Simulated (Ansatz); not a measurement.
Single-point calculation, with input and output: TiO2

TiO2 (slab, 18 atoms in the cell), computed with DFT PBEsol, scalar-relativistic, plane waves, PAW, no spin polarisation (Ansatz 0.2.0).

The structure derives from an entry of the Crystallography Open Database. It belongs to a series of runs on one base structure; here: (1 0 0) slab cut from the bulk. Figures and captions count atoms from 1; the log counts them from 0 in places.

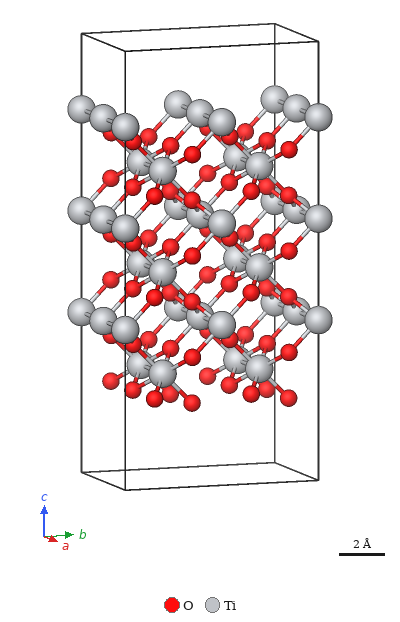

*The structure as given in the input (ball-and-stick view of the 2 × 2 repeat of the cell, with the vacuum cut short, seen slightly off an axis). An atom can appear more than once, as a periodic image.*

Near neighbours in the periodic cell (some may lie outside the picture): O has 1 Ti at 1.98 Å; O has 2 Ti at 1.94 Å; Ti has 6 O at 1.94 to 1.98 Å and 2 Ti at 2.94 Å; O has 3 Ti at 1.94 to 1.98 Å; Ti has 3 O at 1.94 to 1.98 Å and 2 Ti at 2.94 Å.

### Input file
```yaml
crystal:
  lattice:
    - [2.9389940238, 0.0, 0.0]
    - [0.0, 4.5912476139, 0.0]
    - [0.0, 0.0, 27.8758726922]
  atoms:
    - { symbol: O, position: [0.5, 0.8044387441, 0.2690498727] }
    - { symbol: O, position: [0.0, 0.3044387441, 0.286982352] }
    - { symbol: Ti, position: [0.5, 0.5, 0.3191919319] }
    - { symbol: O, position: [0.0, 0.6955612559, 0.3514015118] }
    - { symbol: O, position: [0.5, 0.1955612559, 0.369333991] }
    - { symbol: Ti, position: [0.0, 0.0, 0.401543571] }
    - { symbol: O, position: [0.5, 0.8044387441, 0.4337531509] }
    - { symbol: O, position: [0.0, 0.3044387441, 0.4516856301] }
    - { symbol: Ti, position: [0.5, 0.5, 0.48389521] }
    - { symbol: O, position: [0.0, 0.6955612559, 0.51610479] }
    - { symbol: O, position: [0.5, 0.1955612559, 0.5340372692] }
    - { symbol: Ti, position: [0.0, 0.0, 0.5662468491] }
    - { symbol: O, position: [0.5, 0.8044387441, 0.598456429] }
    - { symbol: O, position: [0.0, 0.3044387441, 0.6163889083] }
    - { symbol: Ti, position: [0.5, 0.5, 0.6485984882] }
    - { symbol: O, position: [0.0, 0.6955612559, 0.6808080681] }
    - { symbol: O, position: [0.5, 0.1955612559, 0.6987405473] }
    - { symbol: Ti, position: [0.0, 0.0, 0.7309501273] }
basis:
  ecutwfc: 420
kpoints:
  mp_grid: { grid: [9, 6, 1] }
hamiltonian:
  xc: pbesol
scf:
  occupations: { method: gaussian, width: 0.05 }
output:
  forces: true
  stress: true
  eigenvalues: true
efield:
  axis: 3
  dipole_correction: true
  ramp_width: 0.04
```

Machine: 2 threads of AMD EPYC (Zen 5), 32 GiB of memory available, shared host.

Launch command:
```bash
ansatz run input.yaml --threads 2 --pin off --max-ram 5120MiB --backend cpu --events-out ev --progress --plain --runs-dir out
```

### Log
```
Engine: ansatz 0.2.0, x86_64-unknown-linux-gnu
Pseudopotentials: kind: paw
Pseudopotential: O, paw, valence charge 6, recommended cutoff 420 eV (normal), O.paw.azcp
Pseudopotential: Ti, paw, valence charge 12, recommended cutoff 420 eV (normal), Ti.paw.azcp
Functional definition: PBEsol
  exchange = pbesol_x
  correlation = pbesol_c
Crystal: 18 atoms, lattice volume = 376.147 Å³
Basis set: ecut = 420 eV, 7291 PW (Γ), exchange–correlation on 40×64×384 points (8 copies of the dense FFT grid, shifted against one another)
Bands: 90, of which v1, the nominal top of the filled ones, is band 72 counted from 1 (71 counted from 0)
Symmetry: 2 space group operations
Space group: Pm (ITA 6), of the structure as read, at distance tolerance 7.2e-5 Å
k-points: 20 of 54 (time reversal used)
Non-local potential: O, projectors of the file, l = 0: 2, l = 1: 2, l = 2: 1
Non-local potential: Ti, projectors of the file, l = 0: 3, l = 1: 2, l = 2: 3, l = 3: 1
PAW form: soft (Blöchl's): semilocal exchange-correlation on the pseudo side does not see the compensation charge
PAW frozen core: O, regenerated for the run's functional, and the local potential with it (the file was generated under x = pbe(κ = 0.804, μ = 0.2195149727645171), c = pbe(β = 0.06672455060314922))
PAW frozen core: Ti, regenerated for the run's functional, and the local potential with it (the file was generated under x = pbe(κ = 0.804, μ = 0.2195149727645171), c = pbe(β = 0.06672455060314922))
PAW one-centre angular grid: O, 110 points (default); XC on 64 Gauss nodes
PAW one-centre angular grid: Ti, 590 points (default); XC on 64 Gauss nodes
Initial density: superposition of atomic densities (neutral atoms: chi_scale 0, normalization atom), corrected by the library's trained network
Initial wavefunctions: pseudopotential atomic-orbital guess
Functional: x = pbesol(κ = 0.804, μ = 0.12345679012345678), c = pbesol(β = 0.046)
SCF iter   1: F=—  HF=-21588.357821 eV  |F-HF|=—  |Δ(HF+E_count)|=         —  Δρ=2.46e-2  dr2=1.13e1  ethr=1.77e-3  p=0.414 e·Å  D=1.99e-1 V/Å  ΔV_dip=-5.55 eV  dr2_dipole=9.57e0  V_vac-E_F(+/−)=3.76/9.31 eV  ⟨swp⟩=7.0  Hψ=7664  notcnv=0  defer=25
efield: sawtooth ramp at fractional position 0.9800 (placed from the atoms, in the widest stretch of the axis that holds none; the zero of the levels goes with the place), width 0.0400; the density the first Hamiltonian is built on has a dipole p = 0.414 e·Å; the dipole correction subtracts the counter field D = 1.99e-1 V/Å, which shifts the + side's vacuum level by -5.55 eV against the − side's; the planar-averaged density in the ramp window peaks in size at 7.2e-5 e/Å³
preconditioner: auto → LDOS  [metal: Δε(μ)=0.001 eV  Ē_g=8.731 eV  σ=0.050 eV  W_gap=0.01  n_scr=72 (ndim 8)  ℏωp=18.8 eV  f_vac=0.456  D(μ)=11.87/eV (n_scr^D=72)  β→1.0]
SCF iter   2: F=—  HF=-21588.625053 eV  |F-HF|=—  |Δ(HF+E_count)|=   2.67e-1  Δρ=2.94e-2  dr2=3.04e0  ethr=1.77e-3  p=0.391 e·Å  D=1.88e-1 V/Å  ΔV_dip=-5.24 eV  dr2_dipole=2.16e-1  V_vac-E_F(+/−)=4.12/9.36 eV  ⟨swp⟩=2.1  Hψ=3199  notcnv=0  defer=187
SCF iter   3: F=—  HF=-21588.187944 eV  |F-HF|=—  |Δ(HF+E_count)|=   4.37e-1  Δρ=1.15e-2  dr2=4.30e-1  ethr=1.77e-3  p=0.389 e·Å  D=1.87e-1 V/Å  ΔV_dip=-5.21 eV  dr2_dipole=2.50e-4  V_vac-E_F(+/−)=4.14/9.36 eV  ⟨swp⟩=2.5  Hψ=2456  notcnv=0  defer=187
SCF iter   4: F=—  HF=-21588.144035 eV  |F-HF|=—  |Δ(HF+E_count)|=   4.39e-2  Δρ=4.80e-3  dr2=1.40e-1  ethr=2.98e-4  p=0.383 e·Å  D=1.84e-1 V/Å  ΔV_dip=-5.14 eV  dr2_dipole=3.86e-2  V_vac-E_F(+/−)=4.24/9.38 eV  ⟨swp⟩=3.0  Hψ=2937  notcnv=0  defer=193
SCF iter   5: F=—  HF=-21588.135578 eV  |F-HF|=—  |Δ(HF+E_count)|=   8.46e-3  Δρ=2.50e-3  dr2=2.63e-2  ethr=9.69e-5  p=0.382 e·Å  D=1.84e-1 V/Å  ΔV_dip=-5.13 eV  dr2_dipole=6.03e-6  V_vac-E_F(+/−)=4.25/9.38 eV  ⟨swp⟩=2.0  Hψ=2732  notcnv=0  defer=216
SCF iter   6: F=—  HF=-21588.139714 eV  |F-HF|=—  |Δ(HF+E_count)|=   4.14e-3  Δρ=1.59e-3  dr2=1.07e-2  ethr=1.83e-5  p=0.382 e·Å  D=1.84e-1 V/Å  ΔV_dip=-5.12 eV  dr2_dipole=6.51e-5  V_vac-E_F(+/−)=4.26/9.38 eV  ⟨swp⟩=2.3  Hψ=2458  notcnv=0  defer=216
SCF iter   7: F=—  HF=-21588.141837 eV  |F-HF|=—  |Δ(HF+E_count)|=   2.12e-3  Δρ=1.12e-3  dr2=5.73e-3  ethr=7.41e-6  p=0.381 e·Å  D=1.83e-1 V/Å  ΔV_dip=-5.11 eV  dr2_dipole=1.10e-3  V_vac-E_F(+/−)=4.27/9.39 eV  ⟨swp⟩=2.0  Hψ=2207  notcnv=0  defer=216
SCF iter   8: F=—  HF=-21588.142693 eV  |F-HF|=—  |Δ(HF+E_count)|=   8.56e-4  Δρ=6.84e-4  dr2=1.56e-3  ethr=3.98e-6  p=0.381 e·Å  D=1.83e-1 V/Å  ΔV_dip=-5.11 eV  dr2_dipole=4.30e-6  V_vac-E_F(+/−)=4.28/9.39 eV  ⟨swp⟩=2.0  Hψ=2121  notcnv=0  defer=216
SCF iter   9: F=—  HF=-21588.142891 eV  |F-HF|=—  |Δ(HF+E_count)|=   1.99e-4  Δρ=4.02e-4  dr2=7.64e-4  ethr=1.09e-6  p=0.381 e·Å  D=1.83e-1 V/Å  ΔV_dip=-5.11 eV  dr2_dipole=4.36e-4  V_vac-E_F(+/−)=4.28/9.40 eV  ⟨swp⟩=2.4  Hψ=2334  notcnv=0  defer=216
SCF iter  10: F=—  HF=-21588.143300 eV  |F-HF|=—  |Δ(HF+E_count)|=   4.09e-4  Δρ=2.58e-4  dr2=4.47e-4  ethr=5.30e-7  p=0.382 e·Å  D=1.84e-1 V/Å  ΔV_dip=-5.12 eV  dr2_dipole=2.66e-4  V_vac-E_F(+/−)=4.28/9.40 eV  ⟨swp⟩=1.9  Hψ=2023  notcnv=0  defer=216
SCF iter  11: F=—  HF=-21588.143491 eV  |F-HF|=—  |Δ(HF+E_count)|=   1.91e-4  Δρ=1.41e-4  dr2=7.08e-5  ethr=3.10e-7  p=0.382 e·Å  D=1.84e-1 V/Å  ΔV_dip=-5.12 eV  dr2_dipole=3.13e-7  V_vac-E_F(+/−)=4.27/9.40 eV  ⟨swp⟩=2.1  Hψ=2200  notcnv=0  defer=216
SCF iter  12: F=—  HF=-21588.143369 eV  |F-HF|=—  |Δ(HF+E_count)|=   1.22e-4  Δρ=5.86e-5  dr2=7.78e-6  ethr=4.92e-8  p=0.382 e·Å  D=1.84e-1 V/Å  ΔV_dip=-5.13 eV  dr2_dipole=4.59e-7  V_vac-E_F(+/−)=4.27/9.40 eV  ⟨swp⟩=2.3  Hψ=2590  notcnv=0  defer=219
SCF iter  13: F=—  HF=-21588.143382 eV  |F-HF|=—  |Δ(HF+E_count)|=   1.33e-5  Δρ=4.38e-5  dr2=5.63e-6  ethr=5.40e-9  p=0.382 e·Å  D=1.84e-1 V/Å  ΔV_dip=-5.13 eV  dr2_dipole=2.72e-9  V_vac-E_F(+/−)=4.27/9.40 eV  ⟨swp⟩=2.8  Hψ=2634  notcnv=0  defer=219
SCF iter  14: F=—  HF=-21588.143386 eV  |F-HF|=—  |Δ(HF+E_count)|=   3.08e-6  Δρ=2.75e-5  dr2=2.22e-6  ethr=3.91e-9  p=0.382 e·Å  D=1.84e-1 V/Å  ΔV_dip=-5.13 eV  dr2_dipole=7.27e-11  V_vac-E_F(+/−)=4.27/9.40 eV  ⟨swp⟩=2.1  Hψ=2404  notcnv=0  defer=219
SCF iter  15: F=—  HF=-21588.143388 eV  |F-HF|=—  |Δ(HF+E_count)|=   2.45e-6  Δρ=1.61e-5  dr2=7.68e-7  ethr=1.54e-9  p=0.382 e·Å  D=1.84e-1 V/Å  ΔV_dip=-5.13 eV  dr2_dipole=6.68e-9  V_vac-E_F(+/−)=4.27/9.40 eV  ⟨swp⟩=2.3  Hψ=2403  notcnv=0  defer=219
SCF iter  16: F=—  HF=-21588.143389 eV  |F-HF|=—  |Δ(HF+E_count)|=   1.47e-6  Δρ=1.30e-5  dr2=6.96e-7  ethr=5.33e-10  p=0.382 e·Å  D=1.84e-1 V/Å  ΔV_dip=-5.13 eV  dr2_dipole=3.85e-8  V_vac-E_F(+/−)=4.27/9.40 eV  ⟨swp⟩=2.4  Hψ=2326  notcnv=0  defer=219
SCF iter  17: F=-21588.143391 eV  HF=-21588.143390 eV  |F-HF|=3.26e-7  |Δ(HF+E_count)|=   7.61e-7  Δρ=5.60e-6  dr2=9.83e-8  ethr=6.94e-11  p=0.382 e·Å  D=1.84e-1 V/Å  ΔV_dip=-5.13 eV  dr2_dipole=1.08e-8  V_vac-E_F(+/−)=4.27/9.40 eV  ⟨swp⟩=13.3  Hψ=9420  notcnv=0
SCF 1 converged in 17 iterations: F = -21588.143391 eV  dr2 = 9.83e-8
  greatest PAW one-centre occupation: 0.999 electrons in one spin orbital (limit 2), on the Ti atom at site 8 (counted from 0), in its partial waves of l = 0
```

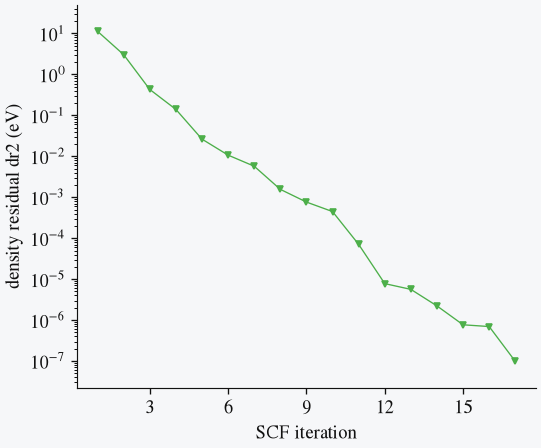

*Convergence of the self-consistent field: density residual dr2 against the SCF iteration.*

The residual falls at every step.

```
SCF converged after 17 iterations
Free energy (F): -21588.143391 eV
Harris-Foulkes:  -21588.143390 eV  (|F-HF|=3.26e-7)
Internal energy: -21588.130926 eV  (E = F + TS)
E sigma→0 (E₀):  -21588.137158 eV
Entropy (-TS):   -0.012464 eV (-0.692 meV/atom)
Fermi energy:    1.544058 eV
Dipole field:    D = 0.183778 V/Å  (p = 0.382022 e·Å, saw-weighted, corrected)
Work function:   Φ+ = 4.2713 eV   Φ− = 9.3945 eV
Levels:          The Fermi level and band energies are counted from a zero that moves with the ramp; work functions are not
--- Per-component energies (eV) ---
  E_band       = -2351.571513
  E_kinetic    = 3716.654771
  E_local      = -174370.951132  (includes V_loc(G=0)·N_el)
  E_nonlocal   = 608.369194
  E_hartree    = 85485.572814
  E_xc         = -1452.509248
  E_vxc        = -1848.305610  (∫ρ·V_xc dr)
  E_paw        = -7946.219874  (= ΣΔE_a)
  E_vpaw       = -1425.309606  (= ΣTr[D̂ρ^β])
  E_aug_tail   = 0.029893  (compensation charges beyond the density's cutoff)
  E_efield     = 0.035104  (sawtooth field / dipole correction)
  E_vefield    = -3.237018  (∫n·V_field dr)
  E_ewald      = 72369.627791
  E_core_change = 1.259761  (= ΣΔE_core)
  E_smearing   = -0.012464  (= −TS)
  E_closure    = -0.000000  (closes the sum)
  Σ components = -21588.143391   (vs F -21588.143391, Δ=0.00e0)
--- Forces (eV/Å), atoms counted from 1 ---
  atom   1  O     -0.00000000    -0.96852288     0.91810713
  atom   2  O      0.00000000     0.89768721     0.19480240
  atom   3  Ti    -0.00000000    -0.11013194    -2.32429351
  atom   4  O      0.00000000     0.95839839     1.15193855
  atom   5  O     -0.00000000    -0.57328853     0.88093334
  atom   6  Ti    -0.00000000    -0.27472050    -1.59709463
  atom   7  O     -0.00000000    -0.48273247     0.77199910
  atom   8  O      0.00000000     0.42218588     0.73590791
  atom   9  Ti     0.00000000     0.21550218    -1.46830145
  atom  10  O      0.00000000     0.45153281     0.76577748
  atom  11  O     -0.00000000    -0.39555850     0.71847718
  atom  12  Ti    -0.00000000    -0.23153533    -1.53343852
  atom  13  O     -0.00000000    -0.44519953     0.84719418
  atom  14  O      0.00000000     0.44650771     0.80562996
  atom  15  Ti    -0.00000000    -0.19699646    -1.93346051
  atom  16  O      0.00000000     1.29558663     2.43665096
  atom  17  O     -0.00000000    -0.52266567     1.99100814
  atom  18  Ti    -0.00000000    -0.48602207    -3.36181191
  max |Σ_I F_I| component: 2.69e-5 eV/Å
--- Stress (GPa, compression-positive) ---
       -0.738194      -0.000000      -0.000000
       -0.000000      -1.273191      -0.053425
       -0.000000      -0.053426      -1.668829
  P = ⅓ Tr σ = -1.2267 GPa (-12.267 kbar)
--- Band table (eV; the first three rows and the last of 20) ---
  k-point 0: bands = ["-56.7215", "-56.4952", "-56.2345", "-55.6963", "-55.1187", "-54.1517", "-33.1696", "-33.0715", "-33.0409", "-32.9671", "-32.7959", "-32.6312", "-32.6100", "-32.5781", "-32.4541", "-32.0933", "-32.0380", "-31.9161", "-31.5194", "-31.4564", "-31.3424", "-30.5641", "-30.5207", "-30.3782", "-18.3312", "-17.5280", "-17.3692", "-16.7604", "-16.6108", "-16.1549", "-15.9997", "-15.4565", "-15.4243", "-14.8910", "-14.1862", "-13.7084", "-5.8290", "-5.2920", "-4.9937", "-4.8764", "-4.5069", "-4.2625", "-3.9987", "-3.8027", "-3.5942", "-3.5378", "-3.1861", "-3.0012", "-2.9770", "-2.8363", "-2.5830", "-2.4549", "-2.0324", "-1.9833", "-1.7751", "-1.6608", "-1.5710", "-1.4911", "-1.2488", "-0.6572", "-0.6475", "-0.5234", "-0.4107", "-0.0207", "0.0103", "0.1622", "0.7134", "0.7858", "0.9997", "1.0853", "1.4047", "1.6370", "1.7053", "1.8995", "1.9908", "2.1831", "2.4790", "2.5073", "2.5745", "2.9940", "3.1222", "3.1630", "3.2669", "3.6573", "3.7485", "3.8816", "4.2575", "4.5048", "4.7157", "4.8607"]
  k-point 1: bands = ["-56.7215", "-56.4952", "-56.2345", "-55.6963", "-55.1187", "-54.1517", "-33.1714", "-33.0711", "-33.0417", "-32.9670", "-32.7954", "-32.6314", "-32.6100", "-32.5785", "-32.4541", "-32.0935", "-32.0384", "-31.9161", "-31.5196", "-31.4567", "-31.3424", "-30.5642", "-30.5210", "-30.3782", "-18.2707", "-17.5702", "-17.3269", "-16.7539", "-16.6229", "-16.1543", "-16.0140", "-15.5044", "-15.3984", "-14.9246", "-14.1663", "-13.7509", "-5.7837", "-5.3318", "-4.9714", "-4.7091", "-4.5108", "-4.2687", "-3.9509", "-3.7153", "-3.6119", "-3.5295", "-3.1223", "-3.0107", "-2.9228", "-2.8562", "-2.4639", "-2.4638", "-2.0894", "-1.9582", "-1.7777", "-1.6675", "-1.6369", "-1.4406", "-1.2295", "-0.8038", "-0.6725", "-0.6464", "-0.3463", "-0.1584", "-0.0400", "0.0922", "0.5893", "0.8003", "0.8836", "1.1872", "1.3026", "1.6366", "1.6676", "1.8373", "1.8970", "2.2146", "2.4778", "2.5130", "2.6167", "3.0269", "3.1261", "3.1731", "3.3892", "3.6599", "3.7446", "3.9569", "4.2606", "4.5463", "4.7150", "4.8586"]
  k-point 2: bands = ["-56.7213", "-56.4953", "-56.2344", "-55.6963", "-55.1187", "-54.1517", "-33.1750", "-33.0710", "-33.0426", "-32.9667", "-32.7945", "-32.6318", "-32.6101", "-32.5793", "-32.4541", "-32.0940", "-32.0392", "-31.9161", "-31.5201", "-31.4572", "-31.3423", "-30.5645", "-30.5215", "-30.3782", "-18.1189", "-17.6668", "-17.2571", "-16.7450", "-16.6449", "-16.1516", "-16.0474", "-15.5406", "-15.4180", "-14.9714", "-14.1300", "-13.8383", "-5.7368", "-5.3640", "-4.9295", "-4.5271", "-4.2820", "-4.2615", "-3.9266", "-3.6350", "-3.5237", "-3.3550", "-3.0291", "-3.0069", "-2.8875", "-2.7880", "-2.5417", "-2.4818", "-2.0192", "-1.9022", "-1.9011", "-1.7222", "-1.6801", "-1.3139", "-1.1963", "-1.0982", "-0.8837", "-0.6326", "-0.5223", "-0.4552", "-0.0744", "0.0833", "0.3552", "0.6474", "0.8298", "1.2225", "1.3724", "1.5980", "1.6257", "1.6633", "1.7612", "2.3157", "2.4847", "2.5174", "2.6205", "3.1158", "3.1301", "3.2076", "3.5678", "3.6639", "3.7269", "4.0560", "4.2641", "4.6031", "4.7128", "4.8680"]
  k-point 19: bands = ["-56.6766", "-56.4557", "-56.1903", "-55.6521", "-55.0745", "-54.1067", "-33.4583", "-33.0603", "-33.0401", "-33.0220", "-32.9855", "-32.9181", "-32.7245", "-32.5476", "-32.5198", "-32.3876", "-32.0063", "-31.9813", "-31.8162", "-31.4221", "-31.4068", "-30.8691", "-30.4846", "-30.4474", "-17.5600", "-17.5361", "-16.7428", "-16.7124", "-16.1666", "-16.1190", "-15.6291", "-15.5744", "-15.0307", "-14.9814", "-14.0132", "-13.6680", "-5.3920", "-5.2409", "-4.7131", "-4.5808", "-4.4315", "-4.1868", "-3.9946", "-3.8547", "-3.5054", "-3.4624", "-3.2943", "-3.1321", "-2.9403", "-2.7807", "-2.6255", "-2.5238", "-2.2824", "-2.2725", "-2.0706", "-1.8342", "-1.6660", "-1.4625", "-1.4534", "-1.1804", "-1.0857", "-0.8822", "-0.7121", "-0.4978", "-0.2611", "0.0320", "0.2280", "0.5729", "0.7923", "0.8501", "1.4613", "1.4647", "1.5736", "1.8629", "1.9109", "2.4967", "2.5990", "2.8738", "3.0337", "3.1088", "3.3310", "3.3933", "3.5900", "3.7381", "3.9485", "4.1310", "4.5153", "4.5688", "4.7055", "5.3972"]
```

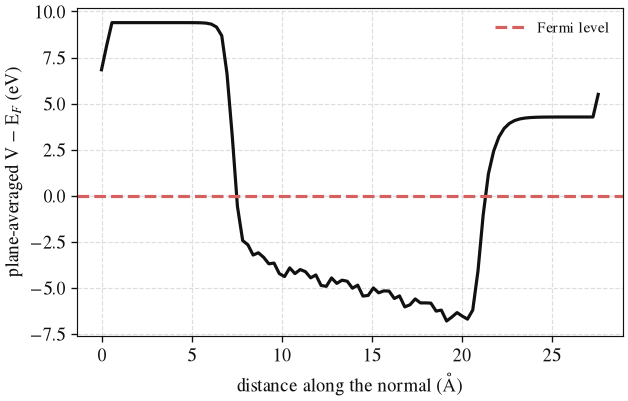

*Plane average of the electrostatic potential energy of an electron across the cell, from the Fermi level.*

The vacuum level lies 4.27 eV above the Fermi level on the upper side and 9.39 eV on the lower.

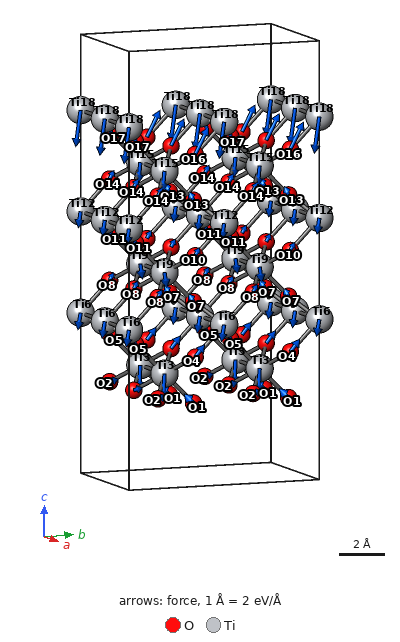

*Forces on the atoms as blue arrows (ball-and-stick view of the 2 × 2 repeat of the cell, with the vacuum cut short, seen slightly off an axis; atoms are numbered from 1 in the order of the input).*

The largest act on Ti18 (3.40 eV/Å); O16 (2.76 eV/Å); Ti3 (2.33 eV/Å); O17 (2.06 eV/Å), among others. The geometry is not a stationary point of this energy.

### Results in brief

- outcome: converged
- electrons treated: 144
- free energy: −21588.1434 eV
- work function, top face: 4.27 eV
- work function, bottom face: 9.39 eV
- Fermi energy: 1.544 eV
- gap on the k-point mesh: none (metallic)
- work function (upper face): 4.27 eV
- largest force (length of the vector): 3.397 eV/Å
- wall time: 18 s (CPU time 35 s)
- peak memory: 1 GiB
